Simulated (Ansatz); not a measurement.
**Energy of Te along an even scaling of the cell**

System: Te (P3₁21, 3 atoms in the cell).
Method: Kohn-Sham DFT of a periodic cell, PBE, all-electron LAPW, scalar-relativistic, no spin polarisation (Ansatz 0.2.0).

The 7 runs differ only in the geometry, by an even scaling of the cell at fixed fractional positions. The structure derives from an entry of the Crystallography Open Database.

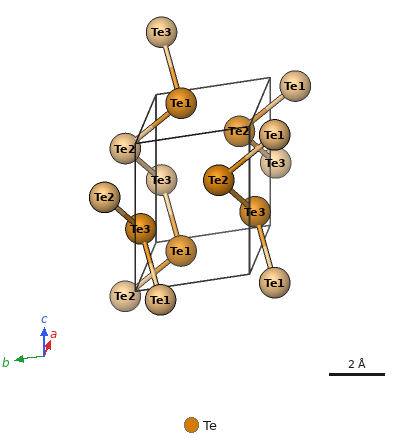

Figure 1. The structure of run 4 (ball-and-stick view of the cell of the calculation, seen at an oblique angle; neighbours outside the cell are drawn fainter; atoms are numbered from 1 in the order of the input).

### Input of run 4
```yaml
crystal:
  lattice:
    - [4.454, 0.0, 0.0]
    - [-2.227, 3.8572771485, 0.0]
    - [0.0, 0.0, 5.924]
  atoms:
    - { symbol: Te, position: [0.731, 0.731, 0.0] }
    - { symbol: Te, position: [0.0, 0.269, 0.6666666667] }
    - { symbol: Te, position: [0.269, 0.0, 0.3333333333] }
kpoints:
  mp_grid: { grid: [7, 7, 5] }
scf:
  occupations: { method: fermi_dirac, width: 0.05 }
hamiltonian:
  xc: pbe
  pseudopotentials: { kind: all_electron, lapw: { basis_error: 0.001 } }
output:
  forces: true
  stress: true
  eigenvalues: true
```

Command:
```bash
ansatz run input.yaml --threads 2 --pin off --max-ram 6144MiB --backend cpu --events-out ev --progress --plain --runs-dir out
```

Run 2 differs from it as follows:
```diff
-    - [4.454, 0.0, 0.0]
-    - [-2.227, 3.8572771485, 0.0]
-    - [0.0, 0.0, 5.924]
+    - [4.3938034316, 0.0, 0.0]
+    - [-2.1969017158, 3.8051453911, 0.0]
+    - [0.0, 0.0, 5.8439361313]
```

### Results, with one run withheld

| run | volume per atom (Å³) | free energy per atom, from the lowest run given (meV) | pressure (GPa) | gap on the mesh (eV) |
| --- | --- | --- | --- | --- |
| 1 | 31.890 | 44.62 | 5.11 | 0.62 |
| 2 | 32.568 | ? | ? | ? |
| 3 | 33.247 | 12.64 | 2.54 | 0.63 |
| 4 | 33.925 | 4.22 | 1.46 | 0.64 |
| 5 | 34.604 | 0.16 | 0.48 | 0.64 |
| 6 | 35.282 | 0.00 | −0.39 | 0.64 |
| 7 | 35.961 | 3.33 | −1.17 | 0.65 |

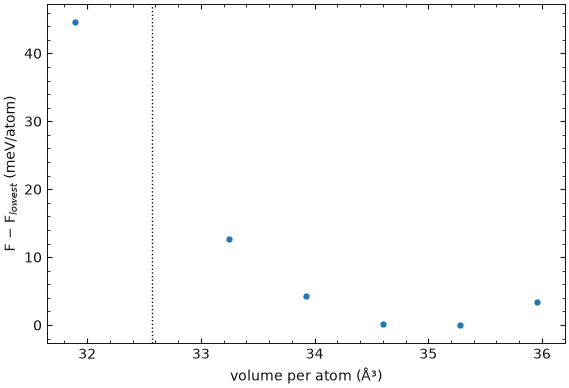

Figure 2. Free energy per atom of the runs given; the dotted line marks run 2.

What should run 2 give?

A cubic polynomial in V^(−2/3) (the Birch–Murnaghan form), fitted to the 6 runs given, misses them by at most 0.01 meV per atom. With x = V^(−2/3) − 0.09508 Å⁻², it reads F = 2.7147 + 3966.2 x + 1.2754e+06 x² + 4.3383e+06 x³ (meV per atom). At run 2 it gives 25.92 meV per atom, and the run itself gives 25.92. The slope of the fit gives a pressure −dF/dV of 3.75 GPa there, and the run prints 3.76 GPa. The fit has its minimum at 34.970 Å³ per atom, where V d²F/dV² gives 44.7 GPa. Cell shape and fractional positions are held, so this is the stiffness under even scaling; the relaxed bulk modulus wasn't computed and can be far lower in a crystal of layers, chains or molecules like this one. The gap on the mesh goes, without turning, from 0.62 eV in run 1 to 0.65 eV in run 7; run 2 has 0.62 eV. These are gaps of this functional on this mesh, which can miss the band edges; they aren't the measured gap.

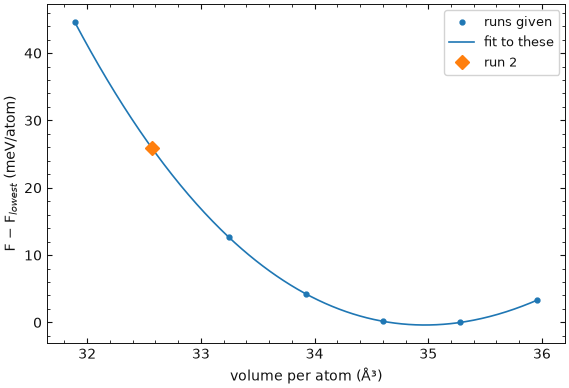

Figure 3. The fit and the withheld run.

### Output, shortened to warnings, some set-up lines, iterations and results (run 2)
```
Basis set: ecut = 242.8864170650035 eV, 855 PW (Γ), exchange–correlation at level 2
Symmetry: 6 space group operations
k-points: 32 of 245 (time reversal used)
Initial density: superposition of atomic densities (chi_scale 0.1, normalization cell)
[...]
SCF iter   1: F=—  HF=-554653.033667 eV  |F-HF|=—  |Δ(HF+E_count)|=         —  Δρ=1.23e-2  dr2=1.10e-1  ethr=1.52e-4  ⟨swp⟩=3.0  Hψ=9267  notcnv=0
SCF iter   2: F=—  HF=-554653.020670 eV  |F-HF|=—  |Δ(HF+E_count)|=   1.30e-2  Δρ=7.29e-3  dr2=4.03e-2  ethr=1.52e-4  ⟨swp⟩=2.0  Hψ=4152  notcnv=0
SCF iter   3: F=—  HF=-554653.023211 eV  |F-HF|=—  |Δ(HF+E_count)|=   2.54e-3  Δρ=1.58e-3  dr2=2.34e-3  ethr=3.25e-6  ⟨swp⟩=2.0  Hψ=7079  notcnv=0
SCF iter   4: F=—  HF=-554653.024239 eV  |F-HF|=—  |Δ(HF+E_count)|=         —  Δρ=4.98e-4  dr2=3.25e-4  ethr=3.24e-6  ⟨swp⟩=2.0  Hψ=4101  notcnv=0
SCF iter   5: F=—  HF=-554653.024463 eV  |F-HF|=—  |Δ(HF+E_count)|=   2.23e-4  Δρ=1.08e-4  dr2=1.92e-5  ethr=4.52e-7  ⟨swp⟩=3.0  Hψ=4295  notcnv=0
SCF iter   6: F=—  HF=-554653.024477 eV  |F-HF|=—  |Δ(HF+E_count)|=   1.47e-5  Δρ=4.19e-5  dr2=2.49e-6  ethr=2.67e-8  ⟨swp⟩=3.0  Hψ=4291  notcnv=0
SCF iter   7: F=—  HF=-554653.024482 eV  |F-HF|=—  |Δ(HF+E_count)|=   4.56e-6  Δρ=8.11e-6  dr2=1.08e-7  ethr=3.45e-9  ⟨swp⟩=3.0  Hψ=4378  notcnv=0
SCF iter   8: F=-554653.024482 eV  HF=-554653.024482 eV  |F-HF|=8.15e-10  |Δ(HF+E_count)|=   1.36e-7  Δρ=1.58e-6  dr2=2.89e-9  ethr=1.50e-10  ⟨swp⟩=3.0  Hψ=4379  notcnv=0
SCF 1 converged in 8 iterations: F = -554653.024482 eV  dr2 = 2.89e-9
SCF converged after 8 iterations
Free energy (F): -554653.024482 eV
Harris-Foulkes:  -554653.024482 eV  (|F-HF|=8.15e-10)
Internal energy: -554653.024393 eV  (E = F + TS)
E sigma→0 (E₀):  -554653.024438 eV
Entropy (-TS):   -0.000089 eV (-0.030 meV/atom)
Fermi energy:    11.692887 eV
--- Per-component energies (eV) ---
  E_band       = -3335.235564
  E_kinetic    = 585771.766534
  E_xc         = -14373.704508
  E_electrostatic = -1126051.086420  (all electrons and nuclei)
  E_smearing   = -0.000089  (= −TS)
  E_closure    = 0.000000  (closes the sum)
  E_atoms      = -554643.707363  (free atoms, spherical and without spin; not in F)
  Σ components = -554653.024482   (vs F -554653.024482, Δ=0.00e0)
  Basis errors (estimates in eV, not in F): energy 4.6e-4 per atom: plane waves 4.3e-4 (2.4e-4 summed), levels above the bands 1.8e-57, relativity 1.1e-7, radial functions 3.9e-5, core shells 4.1e-9; eigenvalues (radial functions only) 6.1e-7; not estimated: angular momenta, meshes, grids; target …
--- Forces (eV/Å), atoms counted from 1 ---
  atom   1  Te    -0.18542130    -0.32115911     0.00000000
  atom   2  Te    -0.18542130     0.32115911     0.00000000
  atom   3  Te     0.37084259     0.00000000    -0.00000000
  max |Σ_I F_I| component: 5.55e-17 eV/Å
--- Stress (GPa, compression-positive) ---
        3.295976      -0.000000      -0.000000
        0.000000       3.295976      -0.000000
       -0.000000      -0.000000       4.676200
  P = ⅓ Tr σ = 3.7561 GPa (37.561 kbar)
```
